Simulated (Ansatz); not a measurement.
## SrTiO$_{3}$: single-point calculation

The run: single-point calculation of SrTiO$_{3}$ (Pm-3m, 5 atoms in the cell). Method and program: DFT PBEsol, scalar-relativistic, plane waves, PAW, no spin polarisation (Ansatz 0.2.0).

The structure derives from a Materials Project entry. Figures and captions count atoms from 1; the log counts them from 0 in places.

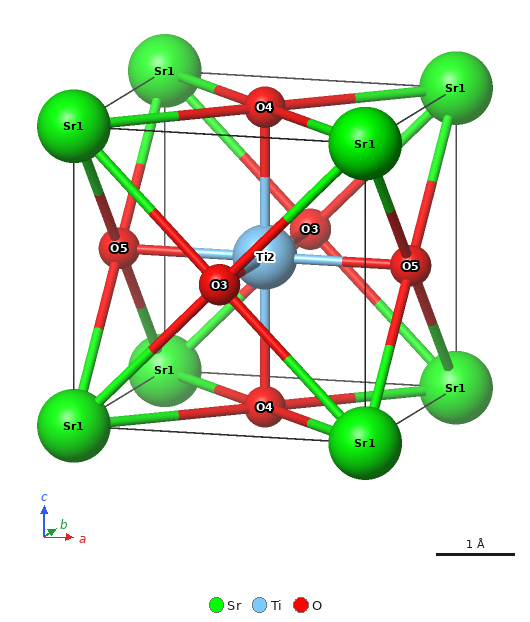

Figure 1. The structure (ball-and-stick view of the cell of the calculation, seen slightly off an axis; atoms are numbered from 1 in the order of the input). An atom can appear more than once, as a periodic image.

**Results in brief**

| quantity | value |
| --- | --- |
| outcome | converged |
| space group (tolerance 0.01 Å) | Pm-3m (221) |
| electrons treated | 40 |
| free energy | −7657.2328 eV |
| Fermi energy | 10.682 eV |
| gap on the k-point mesh | 1.82 eV |
| pressure | −2.98 GPa |
| largest force (length of the vector) | under 0.001 eV/Å |
| hardware | 8 threads of AMD EPYC (Zen 3), 24 GiB of memory available, shared host |
| wall time | 0.58 s (CPU time 2.5 s) |
| peak memory | 0.44 GiB |

**The input**
```yaml
crystal:
  lattice:
    - [3.91270131, 0.0, 0.0]
    - [0.0, 3.91270131, 0.0]
    - [0.0, 0.0, 3.91270131]
  atoms:
    - { symbol: Sr, position: [0.0, 0.0, 0.0] }
    - { symbol: Ti, position: [0.5, 0.5, 0.5] }
    - { symbol: O, position: [0.5, 0.0, 0.5] }
    - { symbol: O, position: [0.5, 0.5, 0.0] }
    - { symbol: O, position: [0.0, 0.5, 0.5] }
basis:
  ecutwfc: 420
kpoints:
  mp_grid: { grid: [6, 6, 6] }
hamiltonian:
  xc: pbesol
scf:
  occupations: { method: gaussian, width: 0.1 }
output:
  forces: true
  stress: true
  eigenvalues: true
```

Launched with:
```bash
ansatz run input.yaml --threads 8 --pin off --max-ram 16384MiB --backend cpu --events-out ev --progress --plain --runs-dir out
```

**Log**
```
Engine: ansatz 0.2.0, x86_64-unknown-linux-gnu
Pseudopotentials: kind: paw
Pseudopotential: Sr, paw, valence charge 10, recommended cutoff 420 eV (normal), Sr.paw.azcp
Pseudopotential: Ti, paw, valence charge 12, recommended cutoff 420 eV (normal), Ti.paw.azcp
Pseudopotential: O, paw, valence charge 6, recommended cutoff 420 eV (normal), O.paw.azcp
Functional definition: PBEsol
  exchange = pbesol_x
  correlation = pbesol_c
Crystal: 5 atoms, lattice volume = 59.900 Å³
Basis set: ecut = 420 eV, 1189 PW (Γ), exchange–correlation on 54×54×54 points (8 copies of the dense FFT grid, shifted against one another)
Bands: 25, of which v1, the nominal top of the filled ones, is band 20 counted from 1 (19 counted from 0)
Symmetry: 48 space group operations
Space group: Pm-3m (ITA 221), of the structure as read, at distance tolerance 3.9e-5 Å
k-points: 20 of 216
Non-local potential: Sr, projectors of the file, l = 0: 3, l = 1: 2, l = 2: 2
Non-local potential: Ti, projectors of the file, l = 0: 3, l = 1: 2, l = 2: 3, l = 3: 1
Non-local potential: O, projectors of the file, l = 0: 2, l = 1: 2, l = 2: 1
PAW form: soft (Blöchl's): semilocal exchange-correlation on the pseudo side does not see the compensation charge
PAW frozen core: Sr, regenerated for the run's functional, and the local potential with it (the file was generated under x = pbe(κ = 0.804, μ = 0.2195149727645171), c = pbe(β = 0.06672455060314922))
PAW frozen core: Ti, regenerated for the run's functional, and the local potential with it (the file was generated under x = pbe(κ = 0.804, μ = 0.2195149727645171), c = pbe(β = 0.06672455060314922))
PAW frozen core: O, regenerated for the run's functional, and the local potential with it (the file was generated under x = pbe(κ = 0.804, μ = 0.2195149727645171), c = pbe(β = 0.06672455060314922))
PAW one-centre angular grid: Sr, 110 points (default); XC on 64 Gauss nodes
PAW one-centre angular grid: Ti, 590 points (default); XC on 64 Gauss nodes
PAW one-centre angular grid: O, 110 points (default); XC on 64 Gauss nodes
Initial density: superposition of atomic densities (neutral atoms: chi_scale 0, normalization atom), corrected by the library's trained network
Initial wavefunctions: pseudopotential atomic-orbital guess
Functional: x = pbesol(κ = 0.804, μ = 0.12345679012345678), c = pbesol(β = 0.046)
SCF iter   1: F=—  HF=-7657.264197 eV  |F-HF|=—  |Δ(HF+E_count)|=         —  Δρ=1.69e-2  dr2=1.46e-1  ethr=1.77e-3  ⟨swp⟩=6.8  Hψ=2558  notcnv=0
preconditioner: auto → Resta (q_TF=auto, 2.551 Å⁻¹)  ε∞=5.7  [insulator: Δε(μ)=1.621 eV  Ē_g=12.138 eV  σ=0.100 eV  W_gap=1.00  n_scr=18 (ndim 8)  ℏωp=26.3 eV  f_vac=0.000  D(μ)=0.00/eV (n_scr^D=0)  ε∞_Penn≈5.7]
SCF iter   2: F=—  HF=-7657.235103 eV  |F-HF|=—  |Δ(HF+E_count)|=   2.91e-2  Δρ=4.28e-3  dr2=1.26e-2  ethr=3.64e-4  ⟨swp⟩=2.0  Hψ=878  notcnv=0  defer=17
SCF iter   3: F=—  HF=-7657.233178 eV  |F-HF|=—  |Δ(HF+E_count)|=   1.92e-3  Δρ=1.39e-3  dr2=1.28e-3  ethr=3.15e-5  ⟨swp⟩=2.2  Hψ=647  notcnv=0  defer=18
SCF iter   4: F=—  HF=-7657.233003 eV  |F-HF|=—  |Δ(HF+E_count)|=   1.75e-4  Δρ=1.26e-4  dr2=4.81e-6  ethr=3.21e-6  ⟨swp⟩=1.9  Hψ=543  notcnv=0  defer=18
SCF iter   5: F=—  HF=-7657.232769 eV  |F-HF|=—  |Δ(HF+E_count)|=   2.34e-4  Δρ=2.74e-5  dr2=2.75e-7  ethr=1.20e-8  ⟨swp⟩=2.1  Hψ=875  notcnv=0  defer=18
SCF iter   6: F=-7657.232769 eV  HF=-7657.232769 eV  |F-HF|=2.45e-8  |Δ(HF+E_count)|=   4.09e-7  Δρ=5.99e-6  dr2=2.22e-8  ethr=2.50e-10  ⟨swp⟩=9.8  Hψ=2503  notcnv=0
SCF 1 converged in 6 iterations: F = -7657.232769 eV  dr2 = 2.22e-8
  greatest PAW one-centre occupation: 0.999 electrons in one spin orbital (limit 2), on the Ti atom at site 1 (counted from 0), in its partial waves of l = 0
```

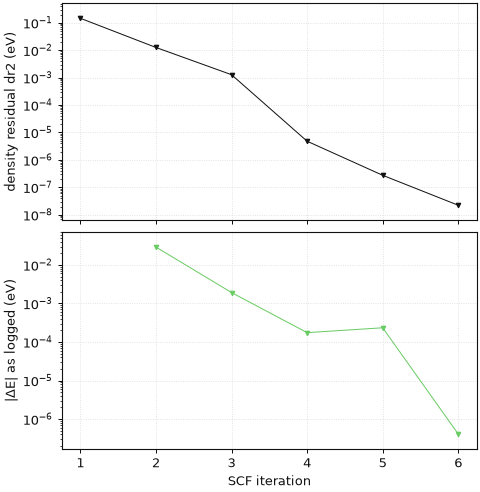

Figure 2. Convergence of the self-consistent field: density residual dr2 and size of the energy change against the SCF iteration. The residual falls at every step.

```
SCF converged after 6 iterations
Free energy (F): -7657.232769 eV
Harris-Foulkes:  -7657.232769 eV  (|F-HF|=2.45e-8)
Internal energy: -7657.232769 eV  (E = F + TS)
E sigma→0 (E₀):  -7657.232769 eV
Fermi energy:    10.681584 eV
--- Per-component energies (eV) ---
  E_band       = -211.504732
  E_kinetic    = 1044.242116
  E_local      = -2388.026154  (includes V_loc(G=0)·N_el)
  E_nonlocal   = 351.340558
  E_hartree    = 831.863327
  E_xc         = -490.493148
  E_vxc        = -568.308653  (∫ρ·V_xc dr)
  E_paw        = -4120.935274  (= ΣΔE_a)
  E_vpaw       = -314.490343  (= ΣTr[D̂ρ^β])
  E_aug_tail   = 0.007545  (compensation charges beyond the density's cutoff)
  E_ewald      = -2885.611335
  E_core_change = 0.379595  (= ΣΔE_core)
  E_smearing   = -0.000000  (= −TS)
  E_closure    = -0.000000  (closes the sum)
  Σ components = -7657.232769   (vs F -7657.232769, Δ=0.00e0)
--- Forces (eV/Å), atoms counted from 1 ---
  atom   1  Sr    -0.00000000     0.00000000     0.00000000
  atom   2  Ti     0.00000000    -0.00000000     0.00000000
  atom   3  O      0.00000000    -0.00000000     0.00000000
  atom   4  O     -0.00000000     0.00000000    -0.00000000
  atom   5  O      0.00000000    -0.00000000     0.00000000
  max |Σ_I F_I| component: 2.89e-29 eV/Å
--- Stress (GPa, compression-positive) ---
       -2.977907       0.000000       0.000000
        0.000000      -2.977907       0.000000
        0.000000       0.000000      -2.977907
  P = ⅓ Tr σ = -2.9779 GPa (-29.779 kbar)
--- Band table (eV; the first three rows and the last of 20) ---
  k-point 0: bands = ["-46.3859", "-22.8281", "-22.7600", "-22.7600", "-22.7600", "-7.5593", "-6.5586", "-6.5586", "-4.8495", "-4.8495", "-4.8495", "6.9299", "6.9299", "6.9299", "8.5906", "8.5906", "8.5906", "9.4188", "9.4188", "9.4188", "11.5919", "11.5919", "11.5919", "14.1065", "14.1065"]
  k-point 1: bands = ["-46.3856", "-22.8616", "-22.7592", "-22.7592", "-22.7381", "-7.5755", "-6.5526", "-6.5485", "-4.8375", "-4.8375", "-4.6752", "6.5795", "6.9123", "6.9123", "8.2476", "8.2476", "8.3579", "8.6558", "9.2679", "9.2679", "11.6329", "12.1747", "12.1747", "14.1124", "14.8389"]
  k-point 2: bands = ["-46.3849", "-22.9106", "-22.7577", "-22.7577", "-22.7118", "-7.6949", "-6.5283", "-6.3741", "-4.8132", "-4.8132", "-4.3878", "5.8360", "6.8944", "6.8944", "7.6335", "7.6690", "7.6690", "7.9513", "9.1023", "9.1023", "11.7180", "13.1173", "13.1173", "14.1191", "15.8617"]
  k-point 19: bands = ["-46.3820", "-22.8239", "-22.8239", "-22.8239", "-22.7665", "-6.1972", "-6.1972", "-6.1972", "-5.1218", "-5.1218", "-5.1218", "5.1007", "5.6080", "5.6080", "6.0199", "6.0199", "6.0199", "9.7711", "9.7711", "9.7711", "14.2286", "14.2286", "14.2286", "16.6426", "16.6426"]
```

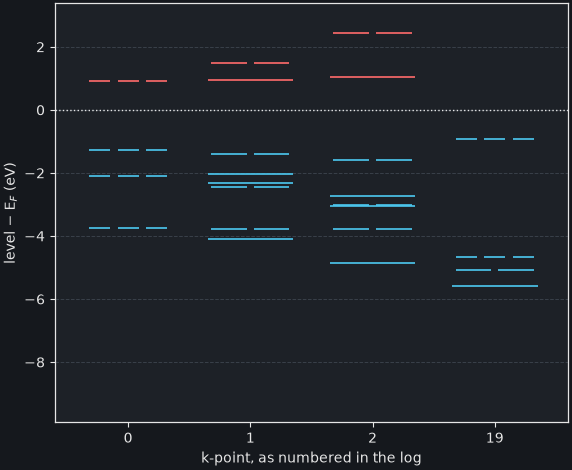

Figure 3. Kohn–Sham levels near the Fermi level (dotted) at the few k-points that the log prints; levels within 0.02 eV of each other stand side by side. Among these points the highest filled and lowest empty levels are 1.82 eV apart, which is the gap on the mesh.
